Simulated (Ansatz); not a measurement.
Geometry relaxation, with input and output: HfO2 (part 2 of 2)

Continued. System: HfO2 (12 atoms in the cell). Method: DFT PBE, scalar-relativistic, plane waves, PAW, no spin polarisation (Ansatz 0.2.0); cutoff 420 eV, 4×6×6 k-mesh, Gaussian smearing of 0.02 eV. The structure was made by a generator, so it may or may not be a known phase.

Geometry of the input (Å; fractional positions):
```
5.2859  0.0000  0.0000
0.0000  5.0676  0.0000
0.0000  0.0000  5.0943
Hf 0.5330  0.2670  0.2414
Hf 0.9670  0.2670  0.7414
Hf 0.0330  0.7330  0.2414
Hf 0.4670  0.7330  0.7414
O  0.8669  0.0700  0.3803
O  0.6331  0.0700  0.8803
O  0.2327  0.4608  0.4914
O  0.2673  0.4608  0.9914
O  0.7673  0.5392  0.9914
O  0.7327  0.5392  0.4914
O  0.3669  0.9300  0.3803
O  0.1331  0.9300  0.8803
```

### Output, continued
```
--- Per-component energies (eV) ---
  E_band       = 48.796639
  E_kinetic    = 3083.597369
  E_local      = -23826.624446  (includes V_loc(G=0)·N_el)
  E_nonlocal   = -4588.623362
  E_hartree    = 10890.682605
  E_xc         = -1790.017994
  E_vxc        = -1817.712959  (∫ρ·V_xc dr)
  E_paw        = -28972.321272  (= ΣΔE_a)
  E_vpaw       = 5416.775004  (= ΣTr[D̂ρ^β])
  E_aug_tail   = 0.019796  (compensation charges beyond the density's cutoff)
  E_ewald      = -22243.111482
  E_smearing   = -0.000000  (= −TS)
  E_closure    = -0.000000  (closes the sum)
  Σ components = -67446.398786   (vs F -67446.398786, Δ=0.00e0)
--- Forces (eV/Å), atoms counted from 1 ---
  atom   1  Hf     0.00390117    -0.00783278     0.00146759
  atom   2  Hf    -0.00390117    -0.00783278     0.00146759
  atom   3  Hf     0.00390117     0.00783278     0.00146759
  atom   4  Hf    -0.00390117     0.00783278     0.00146759
  atom   5  O     -0.00015467     0.00057079    -0.00150526
  atom   6  O      0.00015467     0.00057079    -0.00150526
  atom   7  O     -0.00088827     0.00161299     0.00003759
  atom   8  O      0.00088827     0.00161299     0.00003759
  atom   9  O      0.00088827    -0.00161299     0.00003759
  atom  10  O     -0.00088827    -0.00161299     0.00003759
  atom  11  O     -0.00015467    -0.00057079    -0.00150526
  atom  12  O      0.00015467    -0.00057079    -0.00150526
  max |Σ_I F_I| component: 2.95e-7 eV/Å
--- Stress (GPa, compression-positive) ---
        0.012358       0.000000       0.000000
        0.000000       0.000932       0.000000
        0.000000       0.000000       0.028829
  P = ⅓ Tr σ = 0.0140 GPa (0.140 kbar)
--- Band table (eV; the first three rows and the last of 48) ---
  k-point 0: bands = ["-46.0413", "-46.0246", "-46.0244", "-46.0227", "-15.0559", "-15.0307", "-15.0277", "-14.8018", "-14.7663", "-14.7423", "-14.7298", "-14.7280", "-14.7207", "-14.6227", "-14.6179", "-14.6172", "-3.5971", "-2.2522", "-2.0737", "-2.0404", "-1.6255", "-1.5545", "-1.4629", "-1.4294", "4.0723", "4.0751", "4.0791", "4.0803", "4.0821", "4.0854", "4.0862", "4.0873", "4.0886", "4.0924", "4.0949", "4.0958", "4.0972", "4.1010", "4.1031", "4.1040", "4.1078", "4.1081", "4.1095", "4.1135", "4.1193", "4.1231", "4.1234", "4.1269", "4.1450", "4.1564", "4.1577", "4.2319", "9.0541", "9.1311", "9.2813", "9.9183", "10.0855", "10.1351", "11.3694", "11.4173", "11.4714", "11.4877", "11.9617", "12.2648", "12.3416", "12.6216", "12.6772", "12.8667", "13.0799", "13.2556", "13.3511", "13.5086", "13.7832", "14.2909", "14.4041", "14.4774", "19.3072", "19.5560", "19.7119", "20.0525", "20.1394", "20.2974", "20.3137", "20.3352", "20.6545", "21.0991", "21.5521", "21.5975", "21.8610", "21.9024", "22.6269", "22.7406"]
  k-point 1: bands = ["-46.0401", "-46.0246", "-46.0244", "-46.0240", "-15.0319", "-15.0171", "-15.0122", "-14.8256", "-14.7606", "-14.7484", "-14.7483", "-14.7278", "-14.7020", "-14.6412", "-14.6298", "-14.6248", "-3.4860", "-2.2376", "-2.1095", "-2.0556", "-1.6890", "-1.5451", "-1.4637", "-1.4587", "4.0706", "4.0759", "4.0766", "4.0808", "4.0833", "4.0841", "4.0867", "4.0881", "4.0896", "4.0921", "4.0942", "4.0961", "4.0966", "4.0997", "4.1032", "4.1046", "4.1067", "4.1096", "4.1130", "4.1158", "4.1209", "4.1221", "4.1228", "4.1251", "4.1433", "4.1563", "4.1579", "4.2241", "9.1862", "9.2032", "9.3623", "9.9635", "10.1820", "10.3753", "11.1464", "11.2036", "11.3975", "11.5577", "11.7722", "12.2266", "12.3298", "12.5231", "12.6438", "13.0223", "13.1136", "13.3288", "13.4081", "13.4986", "13.5020", "14.2383", "14.3587", "14.4088", "19.2216", "19.5498", "19.6439", "20.0365", "20.1165", "20.3243", "20.3610", "20.5046", "20.7479", "21.2625", "21.6557", "21.6883", "21.8364", "21.9592", "22.6523", "22.7399"]
  k-point 2: bands = ["-46.0367", "-46.0274", "-46.0245", "-46.0244", "-14.9863", "-14.9671", "-14.9626", "-14.8802", "-14.7973", "-14.7575", "-14.7468", "-14.7400", "-14.6853", "-14.6729", "-14.6483", "-14.6420", "-3.1795", "-2.3382", "-2.1987", "-2.0951", "-1.7216", "-1.5383", "-1.5207", "-1.4714", "4.0689", "4.0719", "4.0791", "4.0798", "4.0809", "4.0836", "4.0855", "4.0862", "4.0938", "4.0944", "4.0962", "4.0968", "4.0969", "4.1004", "4.1029", "4.1039", "4.1101", "4.1108", "4.1130", "4.1149", "4.1196", "4.1210", "4.1258", "4.1262", "4.1434", "4.1525", "4.1632", "4.2033", "9.2312", "9.5205", "9.9920", "9.9936", "10.3472", "10.7452", "10.7701", "10.8647", "11.0724", "11.5477", "11.7629", "11.9762", "12.3791", "12.3995", "12.6819", "12.7025", "12.7612", "13.0884", "13.4924", "13.5174", "13.8802", "14.1982", "14.2675", "14.2870", "19.0465", "19.3085", "19.5766", "19.8368", "20.3270", "20.3598", "20.4189", "20.5262", "21.5575", "21.6594", "21.7308", "21.7554", "21.8663", "22.0976", "22.5409", "23.0304"]
  k-point 47: bands = ["-46.0282", "-46.0282", "-46.0282", "-46.0282", "-15.0320", "-15.0320", "-15.0320", "-15.0320", "-14.6832", "-14.6832", "-14.6832", "-14.6832", "-14.6556", "-14.6556", "-14.6556", "-14.6556", "-2.5269", "-2.5269", "-2.5269", "-2.5269", "-1.5033", "-1.5033", "-1.5033", "-1.5033", "4.0741", "4.0741", "4.0741", "4.0741", "4.0873", "4.0873", "4.0873", "4.0873", "4.0959", "4.0959", "4.0959", "4.0959", "4.0992", "4.0992", "4.0992", "4.0992", "4.1122", "4.1122", "4.1122", "4.1122", "4.1253", "4.1253", "4.1253", "4.1253", "4.1527", "4.1527", "4.1527", "4.1527", "10.2684", "10.2684", "10.2684", "10.2684", "10.6736", "10.6736", "10.6736", "10.6736", "11.6599", "11.6599", "11.6599", "11.6599", "12.3662", "12.3662", "12.3662", "12.3662", "13.0092", "13.0092", "13.0092", "13.0092", "13.6587", "13.6587", "13.6587", "13.6587", "19.0819", "19.0819", "19.0819", "19.0819", "20.2730", "20.2730", "20.2730", "20.2730", "21.2688", "21.2688", "21.2688", "21.2688", "22.9665", "22.9665", "22.9665", "22.9665"]
--- Relaxed structure (5 steps of the walk, 5 accepted, 1 SCFs on fresh bases) ---
  F+E_penalty+E_count = -67446.39878558 eV   max|allowed force component| = 7.833e-3 eV/Å   (the final SCF, on the basis selected at the relaxed cell)
  cell:  # Å, volume = 136.8829 Å³
    - [5.293581630824413, 0.0, 0.0]
    - [0.0, 5.069259045206261, 0.0]
    - [0.0, 0.0, 5.100996379938328]
  atoms:
    - { symbol: Hf, position: [0.5325458812519603, 0.2663374701591815, 0.23997499770457914] }
    - { symbol: Hf, position: [0.9674541187480394, 0.2663374701591815, 0.7399749977045791] }
    - { symbol: Hf, position: [0.03254588125196033, 0.7336625298408186, 0.23997499770457914] }
    - { symbol: Hf, position: [0.4674541187480395, 0.7336625298408186, 0.7399749977045791] }
    - { symbol: O, position: [0.8653858002995168, 0.06758911695437209, 0.38323244178442856] }
    - { symbol: O, position: [0.634614199700483, 0.06758911695437209, 0.8832324417844285] }
    - { symbol: O, position: [0.22926391402703342, 0.4627583955094236, 0.48979257051099223] }
    - { symbol: O, position: [0.2707360859729665, 0.4627583955094236, 0.9897925705109922] }
    - { symbol: O, position: [0.7707360859729666, 0.5372416044905765, 0.9897925705109922] }
    - { symbol: O, position: [0.7292639140270336, 0.5372416044905765, 0.48979257051099223] }
    - { symbol: O, position: [0.3653858002995169, 0.9324108830456279, 0.38323244178442856] }
    - { symbol: O, position: [0.13461419970048313, 0.9324108830456279, 0.8832324417844285] }
```

### Trajectory as extended XYZ (Å, eV, eV/Å), 6 frames, from step=1 to step=6
```
12
Lattice="5.2859 0.0000 0.0000 0.0000 5.0676 0.0000 0.0000 0.0000 5.0943" Properties=species:S:1:pos:R:3:forces:R:3 step=1 energy=-67446.39542 pressure_GPa=0.24
Hf    2.8173    1.3529    1.2295    0.0066  -0.0161  -0.0079
Hf    5.1116    1.3529    3.7767   -0.0066  -0.0161  -0.0079
Hf    0.1743    3.7146    1.2295    0.0066   0.0161  -0.0079
Hf    2.4687    3.7146    3.7767   -0.0066   0.0161  -0.0079
O     4.5826    0.3545    1.9372    0.0057   0.0065   0.0232
O     3.3463    0.3545    4.4844   -0.0057   0.0065   0.0232
O     1.2299    2.3349    2.5032   -0.0342   0.0256  -0.0153
O     1.4130    2.3349    5.0504    0.0342   0.0256  -0.0153
O     4.0560    2.7327    5.0504    0.0342  -0.0256  -0.0153
O     3.8729    2.7327    2.5032   -0.0342  -0.0256  -0.0153
O     1.9397    4.7130    1.9372    0.0057  -0.0065   0.0232
O     0.7033    4.7130    4.4844   -0.0057  -0.0065   0.0232
12
Lattice="5.2861 0.0000 0.0000 0.0000 5.0646 0.0000 0.0000 0.0000 5.1057" Properties=species:S:1:pos:R:3:forces:R:3 step=2 energy=-67446.39497 pressure_GPa=-0.08
Hf    2.8163    1.3512    1.2312    0.0096   0.0077  -0.0110
Hf    5.1128    1.3512    3.7841   -0.0096   0.0077  -0.0110
Hf    0.1733    3.7135    1.2312    0.0096  -0.0077  -0.0110
Hf    2.4698    3.7135    3.7841   -0.0096  -0.0077  -0.0110
O     4.5817    0.3544    1.9446    0.0082  -0.0287   0.0139
O     3.3474    0.3544    4.4974   -0.0082  -0.0287   0.0139
O     1.2272    2.3361    2.5069   -0.0333   0.0012  -0.0028
O     1.4159    2.3361    5.0597    0.0333   0.0012  -0.0028
O     4.0589    2.7285    5.0597    0.0333  -0.0012  -0.0028
O     3.8702    2.7285    2.5069   -0.0333  -0.0012  -0.0028
O     1.9387    4.7102    1.9446    0.0082   0.0287   0.0139
O     0.7044    4.7102    4.4974   -0.0082   0.0287   0.0139
12
Lattice="5.2880 0.0000 0.0000 0.0000 5.0667 0.0000 0.0000 0.0000 5.1029" Properties=species:S:1:pos:R:3:forces:R:3 step=3 energy=-67446.39558 pressure_GPa=-0.08
Hf    2.8177    1.3515    1.2302    0.0036   0.0008  -0.0148
Hf    5.1144    1.3515    3.7816   -0.0036   0.0008  -0.0148
Hf    0.1737    3.7151    1.2302    0.0036  -0.0008  -0.0148
Hf    2.4704    3.7151    3.7816   -0.0036  -0.0008  -0.0148
O     4.5829    0.3527    1.9448    0.0040  -0.0188   0.0139
O     3.3492    0.3527    4.4962   -0.0040  -0.0188   0.0139
O     1.2253    2.3380    2.5045   -0.0270   0.0032   0.0010
O     1.4188    2.3380    5.0560    0.0270   0.0032   0.0010
O     4.0628    2.7286    5.0560    0.0270  -0.0032   0.0010
O     3.8693    2.7286    2.5045   -0.0270  -0.0032   0.0010
O     1.9389    4.7139    1.9448    0.0040   0.0188   0.0139
O     0.7051    4.7139    4.4962   -0.0040   0.0188   0.0139
12
Lattice="5.2922 0.0000 0.0000 0.0000 5.0682 0.0000 0.0000 0.0000 5.0985" Properties=species:S:1:pos:R:3:forces:R:3 step=4 energy=-67446.39676 pressure_GPa=0.14
Hf    2.8197    1.3504    1.2262   -0.0092  -0.0032  -0.0172
Hf    5.1186    1.3504    3.7755    0.0092  -0.0032  -0.0172
Hf    0.1736    3.7178    1.2262   -0.0092   0.0032  -0.0172
Hf    2.4725    3.7178    3.7755    0.0092   0.0032  -0.0172
O     4.5829    0.3457    1.9500   -0.0048   0.0003   0.0077
O     3.3554    0.3457    4.4992    0.0048   0.0003   0.0077
O     1.2153    2.3436    2.4985    0.0018  -0.0017   0.0095
O     1.4308    2.3436    5.0477   -0.0018  -0.0017   0.0095
O     4.0769    2.7246    5.0477   -0.0018   0.0017   0.0095
O     3.8614    2.7246    2.4985    0.0018   0.0017   0.0095
O     1.9368    4.7224    1.9500   -0.0048  -0.0003   0.0077
O     0.7093    4.7224    4.4992    0.0048  -0.0003   0.0077
12
Lattice="5.2936 0.0000 0.0000 0.0000 5.0693 0.0000 0.0000 0.0000 5.1010" Properties=species:S:1:pos:R:3:forces:R:3 step=5 energy=-67446.39631 pressure_GPa=-0.01
Hf    2.8191    1.3501    1.2241    0.0039  -0.0081   0.0015
Hf    5.1213    1.3501    3.7746   -0.0039  -0.0081   0.0015
Hf    0.1723    3.7191    1.2241    0.0039   0.0081   0.0015
Hf    2.4745    3.7191    3.7746   -0.0039   0.0081   0.0015
O     4.5810    0.3426    1.9549   -0.0001   0.0005  -0.0015
O     3.3594    0.3426    4.5054    0.0001   0.0005  -0.0015
O     1.2136    2.3458    2.4984   -0.0010   0.0016   0.0001
O     1.4332    2.3458    5.0489    0.0010   0.0016   0.0001
O     4.0800    2.7234    5.0489    0.0010  -0.0016   0.0001
O     3.8604    2.7234    2.4984   -0.0010  -0.0016   0.0001
O     1.9342    4.7266    1.9549   -0.0001  -0.0005  -0.0015
O     0.7126    4.7266    4.5054    0.0001  -0.0005  -0.0015
12
Lattice="5.2936 0.0000 0.0000 0.0000 5.0693 0.0000 0.0000 0.0000 5.1010" Properties=species:S:1:pos:R:3:forces:R:3 step=6 energy=-67446.39879 pressure_GPa=0.01
Hf    2.8191    1.3501    1.2241    0.0039  -0.0078   0.0015
Hf    5.1213    1.3501    3.7746   -0.0039  -0.0078   0.0015
Hf    0.1723    3.7191    1.2241    0.0039   0.0078   0.0015
Hf    2.4745    3.7191    3.7746   -0.0039   0.0078   0.0015
O     4.5810    0.3426    1.9549   -0.0002   0.0006  -0.0015
O     3.3594    0.3426    4.5054    0.0002   0.0006  -0.0015
O     1.2136    2.3458    2.4984   -0.0009   0.0016   0.0000
O     1.4332    2.3458    5.0489    0.0009   0.0016   0.0000
O     4.0800    2.7234    5.0489    0.0009  -0.0016   0.0000
O     3.8604    2.7234    2.4984   -0.0009  -0.0016   0.0000
O     1.9342    4.7266    1.9549   -0.0002  -0.0006  -0.0015
O     0.7126    4.7266    4.5054    0.0002  -0.0006  -0.0015
```

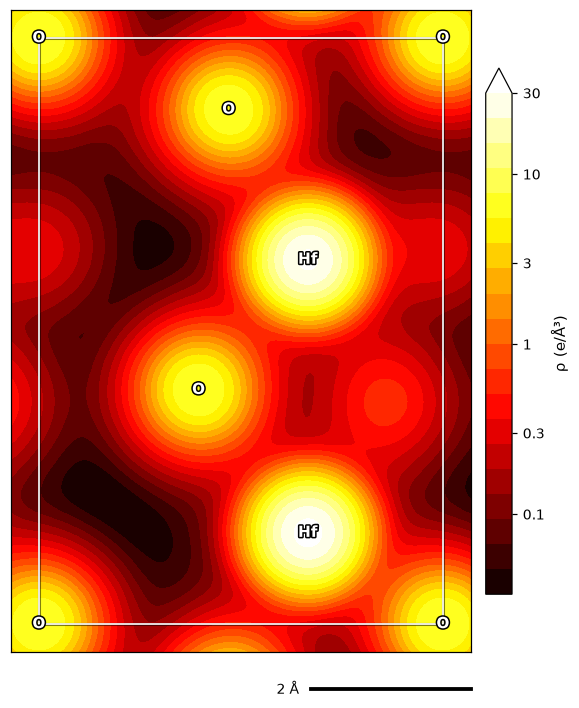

Valence pseudo-density on the (101) plane of the conventional cell. Atoms in the plane: Hf and O. Hf–O (2.05 Å): ρ is about 0.86 e/Å³ halfway. Hf–O (2.14 Å): the density is about 0.66 e/Å³ at the midpoint. Hf–O (2.26 Å): ρ at the midpoint is about 0.49 e/Å³. Away from the nuclei the density in this plane falls to 0.03 e/Å³ at its lowest. Core electrons are frozen (PAW), so the fields are smoothed inside the atomic spheres.

### Results in brief

```tsv
quantity	value
outcome	converged
space group (tolerance 0.01 Å)	Pca2₁ (29)
electrons treated	152
free energy	−67446.3988 eV
Fermi energy	16.660 eV
gap on the k-point mesh	4.37 eV
pressure	0.01 GPa
final volume	136.88 Å³
largest force (length of the vector) at the end	0.009 eV/Å
final cell	a = 5.294 Å, b = 5.069 Å, c = 5.101 Å, α = 90.00°, β = 90.00°, γ = 90.00°
hardware	1 thread of Intel Xeon @ 2.50GHz (Skylake/Cascade Lake), 189 GiB of memory available, shared host
wall time	15 min
peak memory	0.7 GiB
```

Spin–orbit coupling is left out, which matters for Hf.
